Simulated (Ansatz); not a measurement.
**Mo: single-point calculation**

- system: Mo (slab, 12 atoms in the cell)
- method: DFT PBE, scalar-relativistic, plane waves, PAW, no spin polarisation (Ansatz 0.2.0)

The structure derives from an entry of the Crystallography Open Database.

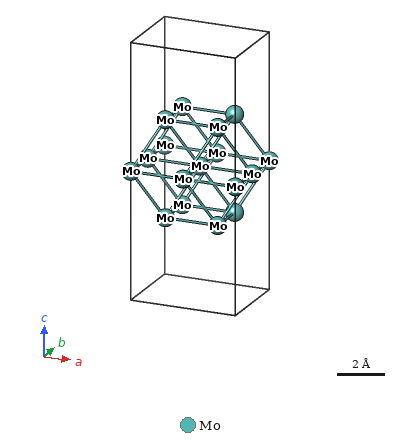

*The structure (ball-and-stick view of the cell of the calculation, with the vacuum cut short, seen slightly off an axis).*

Near neighbours in the crystal (not all of them lie inside the picture): Mo has 6 Mo at 2.67 to 2.74 Å; Mo has 8 Mo at 2.67 to 2.74 Å.

The input:
```yaml
crystal:
  lattice:
    - [5.4740406976, 0.0, 0.0]
    - [-1.8246802325, 5.1609750637, 0.0]
    - [0.0, 0.0, 19.808214428]
  atoms:
    - { symbol: Mo, position: [0.25, 0.25, 0.2019364246] }
    - { symbol: Mo, position: [0.25, 0.75, 0.2019364246] }
    - { symbol: Mo, position: [0.75, 0.25, 0.2019364246] }
    - { symbol: Mo, position: [0.75, 0.75, 0.2019364246] }
    - { symbol: Mo, position: [0.0, 0.0, 0.310687262] }
    - { symbol: Mo, position: [0.0, 0.5, 0.310687262] }
    - { symbol: Mo, position: [0.5, 0.0, 0.310687262] }
    - { symbol: Mo, position: [0.5, 0.5, 0.310687262] }
    - { symbol: Mo, position: [0.25, 0.25, 0.4194327792] }
    - { symbol: Mo, position: [0.25, 0.75, 0.4194327792] }
    - { symbol: Mo, position: [0.75, 0.25, 0.4194327792] }
    - { symbol: Mo, position: [0.75, 0.75, 0.4194327792] }
basis:
  ecutwfc: 420
kpoints:
  mp_grid: { grid: [5, 5, 1] }
hamiltonian:
  xc: pbe
scf:
  occupations: { method: gaussian, width: 0.1 }
output:
  forces: true
  eigenvalues: true
efield:
  axis: 3
  dipole_correction: true
  ramp_width: 0.04
```

Run on 4 threads of Arm Neoverse N1, 98 GiB of memory available, shared host.

Launch command:
```bash
ansatz run input.yaml --threads 4 --pin off --max-ram 12288MiB --backend cpu --events-out ev --progress --plain --runs-dir out
```

Output:
```
Engine: ansatz 0.2.0, aarch64-unknown-linux-gnu
Pseudopotentials: kind: paw
Pseudopotential: Mo, paw, valence charge 14, recommended cutoff 420 eV (normal), Mo.paw.azcp
Functional definition: PBE
  parameter kappa = 0.804
  parameter beta = 0.06672455060314922
  exchange = pbe_x(kappa = kappa, mu = beta*pi^2/3)
  correlation = pbe_c(beta = beta)
Crystal: 12 atoms, lattice volume = 559.610 Å³
Basis set: ecut = 420 eV, 10923 PW (Γ), exchange–correlation on 80×80×270 points (8 copies of the dense FFT grid, shifted against one another)
Bands: 101, of which v1, the nominal top of the filled ones, is band 84 counted from 1 (83 counted from 0)
Symmetry: 16 space group operations
k-points: 9 of 25
Non-local potential: Mo, projectors of the file, l = 0: 3, l = 1: 2, l = 2: 2, l = 3: 1
PAW form: soft (Blöchl's): semilocal exchange-correlation on the pseudo side does not see the compensation charge
PAW one-centre angular grid: Mo, 590 points (default); XC on 64 Gauss nodes
Initial density: superposition of atomic densities (neutral atoms: chi_scale 0, normalization atom), corrected by the library's trained network
Initial wavefunctions: pseudopotential atomic-orbital guess
Functional: x = pbe(κ = 0.804, μ = 0.2195149727645171), c = pbe(β = 0.06672455060314922)
SCF iter   1: F=—  HF=-59462.060921 eV  |F-HF|=—  |Δ(HF+E_count)|=         —  Δρ=5.55e-3  dr2=5.36e-1  ethr=1.77e-3  p=0.000 e·Å  D=1.16e-5 V/Å  ΔV_dip=-0.00 eV  dr2_dipole=8.30e-8  V_vac-E_F(+/−)=4.89/4.89 eV  ⟨swp⟩=9.1  Hψ=4457  notcnv=0
efield: sawtooth ramp at fractional position 0.7907 (placed from the atoms, in the widest stretch of the axis that holds none; the zero of the levels goes with the place), width 0.0400; the density the first Hamiltonian is built on has a dipole p = 0.000 e·Å; the dipole correction subtracts the counter field D = 1.16e-5 V/Å, which shifts the + side's vacuum level by -0.00 eV against the − side's; the planar-averaged density in the ramp window peaks in size at 4.9e-5 e/Å³
preconditioner: auto → LDOS  [metal: Δε(μ)=0.021 eV  Ē_g=3.660 eV  σ=0.100 eV  W_gap=0.12  n_scr=94 (ndim 8)  ℏωp=13.3 eV  f_vac=0.577  D(μ)=10.36/eV (n_scr^D=60)  β→1.0]
SCF iter   2: F=—  HF=-59462.060833 eV  |F-HF|=—  |Δ(HF+E_count)|=   8.79e-5  Δρ=4.24e-3  dr2=4.07e-1  ethr=3.19e-4  p=-0.000 e·Å  D=-3.47e-6 V/Å  ΔV_dip=0.00 eV  dr2_dipole=8.80e-8  V_vac-E_F(+/−)=4.73/4.73 eV  ⟨swp⟩=2.2  Hψ=1418  notcnv=0  defer=51
SCF iter   3: F=—  HF=-59462.029331 eV  |F-HF|=—  |Δ(HF+E_count)|=   3.15e-2  Δρ=4.98e-4  dr2=3.66e-3  ethr=2.42e-4  p=0.000 e·Å  D=1.27e-5 V/Å  ΔV_dip=-0.00 eV  dr2_dipole=1.89e-9  V_vac-E_F(+/−)=4.76/4.76 eV  ⟨swp⟩=2.0  Hψ=1181  notcnv=0  defer=51
SCF iter   4: F=—  HF=-59462.029642 eV  |F-HF|=—  |Δ(HF+E_count)|=   3.10e-4  Δρ=1.14e-4  dr2=5.68e-5  ethr=2.18e-6  p=0.000 e·Å  D=6.84e-6 V/Å  ΔV_dip=-0.00 eV  dr2_dipole=8.31e-10  V_vac-E_F(+/−)=4.75/4.75 eV  ⟨swp⟩=3.0  Hψ=1331  notcnv=0  defer=51
SCF iter   5: F=—  HF=-59462.030030 eV  |F-HF|=—  |Δ(HF+E_count)|=   3.89e-4  Δρ=3.53e-5  dr2=8.86e-6  ethr=3.38e-8  p=0.000 e·Å  D=8.61e-6 V/Å  ΔV_dip=-0.00 eV  dr2_dipole=1.07e-9  V_vac-E_F(+/−)=4.75/4.75 eV  ⟨swp⟩=3.4  Hψ=2025  notcnv=0  defer=4
SCF iter   6: F=—  HF=-59462.030038 eV  |F-HF|=—  |Δ(HF+E_count)|=   8.12e-6  Δρ=2.06e-5  dr2=3.83e-6  ethr=5.28e-9  p=0.000 e·Å  D=8.08e-6 V/Å  ΔV_dip=-0.00 eV  dr2_dipole=6.45e-10  V_vac-E_F(+/−)=4.75/4.75 eV  ⟨swp⟩=3.0  Hψ=1462  notcnv=0  defer=4
SCF iter   7: F=—  HF=-59462.030039 eV  |F-HF|=—  |Δ(HF+E_count)|=   2.56e-7  Δρ=5.30e-6  dr2=1.72e-7  ethr=2.28e-9  p=0.000 e·Å  D=8.60e-6 V/Å  ΔV_dip=-0.00 eV  dr2_dipole=7.84e-11  V_vac-E_F(+/−)=4.75/4.75 eV  ⟨swp⟩=2.1  Hψ=1435  notcnv=0  defer=4
SCF iter   8: F=-59462.030039 eV  HF=-59462.030039 eV  |F-HF|=1.08e-9  |Δ(HF+E_count)|=   1.76e-7  Δρ=1.26e-6  dr2=1.41e-8  ethr=5.95e-11  p=0.000 e·Å  D=8.25e-6 V/Å  ΔV_dip=-0.00 eV  dr2_dipole=4.31e-11  V_vac-E_F(+/−)=4.75/4.75 eV  ⟨swp⟩=24.2  Hψ=4743  notcnv=0
SCF 1 converged in 8 iterations: F = -59462.030039 eV  dr2 = 1.41e-8
  greatest PAW one-centre occupation: 0.998 electrons in one spin orbital (limit 2), on the Mo atom at site 11 (counted from 0), in its partial waves of l = 0
SCF converged after 8 iterations
Free energy (F): -59462.030039 eV
Harris-Foulkes:  -59462.030039 eV  (|F-HF|=1.08e-9)
Internal energy: -59461.978330 eV  (E = F + TS)
E sigma→0 (E₀):  -59462.004184 eV
Entropy (-TS):   -0.051709 eV (-4.309 meV/atom)
Fermi energy:    4.001214 eV
Dipole field:    D = 0.000003 V/Å  (p = 0.000009 e·Å, saw-weighted, corrected)
Work function:   Φ+ = 4.7458 eV   Φ− = 4.7459 eV
Levels:          The Fermi level and band energies are counted from a zero that moves with the ramp; work functions are not
--- Per-component energies (eV) ---
  E_band       = -3489.137618
  E_kinetic    = 5274.686474
  E_local      = -149090.470786  (includes V_loc(G=0)·N_el)
  E_nonlocal   = 1722.153553
  E_hartree    = 71532.338662
  E_xc         = -2188.801181
  E_vxc        = -2730.225925  (∫ρ·V_xc dr)
  E_paw        = -38416.897808  (= ΣΔE_a)
  E_vpaw       = -1729.931095  (= ΣTr[D̂ρ^β])
  E_aug_tail   = 0.000520  (compensation charges beyond the density's cutoff)
  E_efield     = 0.000000  (sawtooth field / dipole correction)
  E_vefield    = -0.000000  (∫n·V_field dr)
  E_ewald      = 51705.012236
  E_smearing   = -0.051709  (= −TS)
  E_closure    = 0.000000  (closes the sum)
  Σ components = -59462.030039   (vs F -59462.030039, Δ=0.00e0)
--- Forces (eV/Å), atoms counted from 1 ---
  atom   1  Mo     0.00000000     0.00000000     0.00012508
  atom   2  Mo     0.00000000    -0.00000000     0.00012508
  atom   3  Mo     0.00000000    -0.00000000     0.00012508
  atom   4  Mo    -0.00000000    -0.00000000     0.00012508
  atom   5  Mo     0.00000000     0.00000000    -0.00062443
  atom   6  Mo    -0.00000000    -0.00000000    -0.00062443
  atom   7  Mo    -0.00000000    -0.00000000    -0.00062443
  atom   8  Mo     0.00000000     0.00000000    -0.00062443
  atom   9  Mo    -0.00000000     0.00000000     0.00049771
  atom  10  Mo     0.00000000     0.00000000     0.00049771
  atom  11  Mo     0.00000000     0.00000000     0.00049771
  atom  12  Mo    -0.00000000     0.00000000     0.00049771
  max |Σ_I F_I| component: 6.54e-6 eV/Å
--- Band table (eV; the first three rows and the last of 9) ---
  k-point 0: bands = ["-57.2291", "-57.0532", "-57.0532", "-56.9891", "-56.9364", "-56.8883", "-56.8094", "-56.8094", "-56.8091", "-56.8091", "-56.7205", "-56.6940", "-31.8991", "-31.8991", "-31.8681", "-31.7482", "-31.6835", "-31.6835", "-31.4749", "-31.4246", "-31.4064", "-31.4064", "-31.3830", "-31.3697", "-31.1039", "-30.9808", "-30.9808", "-30.9687", "-30.9655", "-30.9655", "-30.9287", "-30.9207", "-30.9207", "-30.8968", "-30.8457", "-30.6266", "-30.5969", "-30.5969", "-30.5955", "-30.5631", "-30.5003", "-30.4507", "-30.4507", "-30.4018", "-30.3780", "-30.3780", "-30.3362", "-30.3360", "-2.4071", "-1.0835", "-1.0022", "-0.8063", "-0.8063", "-0.7955", "-0.7920", "-0.5939", "-0.5939", "-0.5690", "0.1451", "0.4693", "0.4693", "0.8293", "0.9221", "0.9221", "1.0910", "1.0910", "1.2448", "1.2757", "1.5408", "1.5408", "1.8692", "2.5958", "2.7065", "2.8183", "3.0093", "3.0093", "3.1707", "3.7793", "3.8375", "4.2780", "4.2780", "4.2954", "4.8205", "5.2981", "5.2981", "5.3384", "5.3447", "5.3457", "5.4965", "5.5175", "5.6337", "5.6337", "5.6840", "5.7221", "5.7221", "5.9027", "5.9678", "5.9678", "6.0875", "6.1650", "6.1650"]
  k-point 1: bands = ["-57.2132", "-57.0711", "-57.0473", "-56.9955", "-56.9244", "-56.8802", "-56.8214", "-56.8161", "-56.8007", "-56.7983", "-56.7291", "-56.7050", "-31.8683", "-31.8168", "-31.8132", "-31.7197", "-31.6551", "-31.6371", "-31.4513", "-31.4475", "-31.3956", "-31.3618", "-31.3266", "-31.3165", "-31.1735", "-31.0683", "-31.0423", "-31.0049", "-30.9602", "-30.9541", "-30.9238", "-30.8998", "-30.8667", "-30.8089", "-30.8069", "-30.6765", "-30.6761", "-30.6408", "-30.6157", "-30.5717", "-30.5232", "-30.4862", "-30.4727", "-30.4429", "-30.4412", "-30.3784", "-30.3778", "-30.3682", "-2.0966", "-0.8135", "-0.7245", "-0.7031", "-0.6322", "-0.5264", "-0.4885", "-0.4349", "-0.4029", "-0.3317", "0.4359", "0.4574", "0.8036", "0.9037", "1.0689", "1.1237", "1.1652", "1.1790", "1.1815", "1.3060", "1.6198", "1.7597", "1.9103", "2.3013", "2.5505", "2.5524", "2.5995", "2.9537", "3.4604", "3.4777", "3.5833", "3.7325", "3.8389", "4.1727", "4.4486", "4.5678", "4.7223", "4.8605", "4.9286", "5.2267", "5.2436", "5.3355", "5.3801", "5.5193", "5.5673", "5.6795", "5.6867", "5.7757", "5.7904", "5.9143", "5.9655", "6.0120", "6.1003"]
  k-point 2: bands = ["-57.1708", "-57.1167", "-57.0317", "-57.0119", "-56.8928", "-56.8593", "-56.8535", "-56.8347", "-56.7787", "-56.7693", "-56.7513", "-56.7337", "-31.7910", "-31.7370", "-31.6481", "-31.6040", "-31.5922", "-31.5811", "-31.4930", "-31.4683", "-31.3994", "-31.3547", "-31.2489", "-31.2012", "-31.1305", "-31.1059", "-31.0820", "-31.0500", "-30.9176", "-30.9125", "-30.9084", "-30.8920", "-30.8616", "-30.8422", "-30.7966", "-30.7604", "-30.7462", "-30.6799", "-30.6652", "-30.6560", "-30.6479", "-30.5906", "-30.5638", "-30.5600", "-30.4200", "-30.3955", "-30.3935", "-30.3826", "-1.3376", "-0.7284", "-0.2485", "-0.1018", "-0.0891", "-0.0611", "-0.0269", "0.0450", "0.0678", "0.2446", "0.3567", "1.0042", "1.0110", "1.0289", "1.0670", "1.2204", "1.2499", "1.2667", "1.3311", "1.4249", "1.7568", "1.9301", "2.0047", "2.1975", "2.2455", "2.3707", "2.5300", "2.8047", "3.0501", "3.0883", "3.1791", "3.2460", "3.2574", "3.3765", "3.8034", "3.9051", "4.2178", "4.3460", "4.3847", "4.5067", "4.6072", "4.8544", "5.1082", "5.1482", "5.2220", "5.2228", "5.2563", "5.5079", "5.5670", "5.6716", "5.6880", "5.7117", "5.7338"]
  k-point 8: bands = ["-57.1469", "-57.0727", "-57.0547", "-57.0547", "-56.8627", "-56.8223", "-56.8094", "-56.8094", "-56.8084", "-56.8084", "-56.7960", "-56.7623", "-31.6494", "-31.6494", "-31.6278", "-31.5198", "-31.5169", "-31.5169", "-31.4629", "-31.2580", "-31.2023", "-31.2023", "-31.1522", "-31.1049", "-31.0868", "-31.0630", "-31.0630", "-31.0585", "-30.9886", "-30.9886", "-30.9380", "-30.9359", "-30.8956", "-30.8956", "-30.8112", "-30.7739", "-30.7739", "-30.7616", "-30.7295", "-30.6963", "-30.6787", "-30.6787", "-30.6665", "-30.5862", "-30.5862", "-30.5657", "-30.5592", "-30.5584", "-0.9670", "-0.3609", "-0.0461", "0.0252", "0.2102", "0.2102", "0.2386", "0.4924", "0.4977", "0.4977", "0.9526", "0.9526", "1.1160", "1.2443", "1.2443", "1.5321", "1.5828", "1.5828", "1.7918", "1.9652", "2.1712", "2.3094", "2.3809", "2.3809", "2.4620", "2.5438", "2.5438", "2.9681", "2.9681", "3.1327", "3.2478", "3.2946", "3.2946", "3.3600", "3.6283", "3.7025", "3.7470", "3.7470", "3.8593", "3.9508", "4.1076", "4.1332", "4.4111", "4.6964", "4.7921", "4.9314", "4.9394", "4.9394", "5.0229", "5.0427", "5.3629", "5.3847", "5.3847"]
```

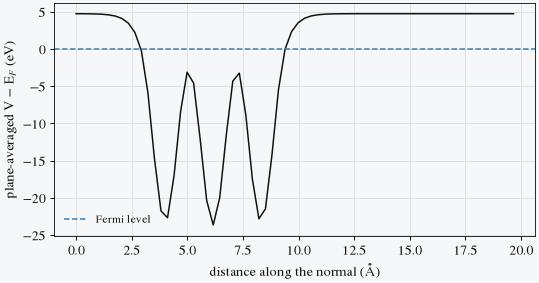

*Plane average of the electrostatic potential energy of an electron across the cell, from the Fermi level.*

The vacuum level lies 4.75 eV above the Fermi level.

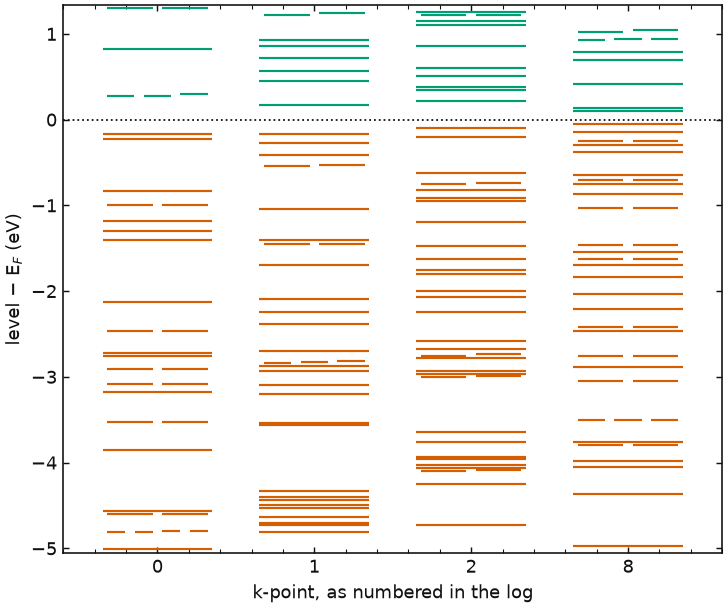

*Kohn–Sham levels near the Fermi level (dotted) at the few k-points that the log prints; levels within 0.02 eV of each other stand side by side.*

The system is metallic on the full mesh.

Results in brief:

- outcome: converged
- electrons treated: 168
- free energy: −59462.0300 eV
- work function, top face: 4.75 eV
- work function, bottom face: 4.75 eV
- Fermi energy: 4.001 eV
- gap on the k-point mesh: none (metallic)
- work function (upper face): 4.75 eV
- largest force (length of the vector): 0.001 eV/Å
- wall time: 21 s (CPU time 81 s)
- peak memory: 1.4 GiB
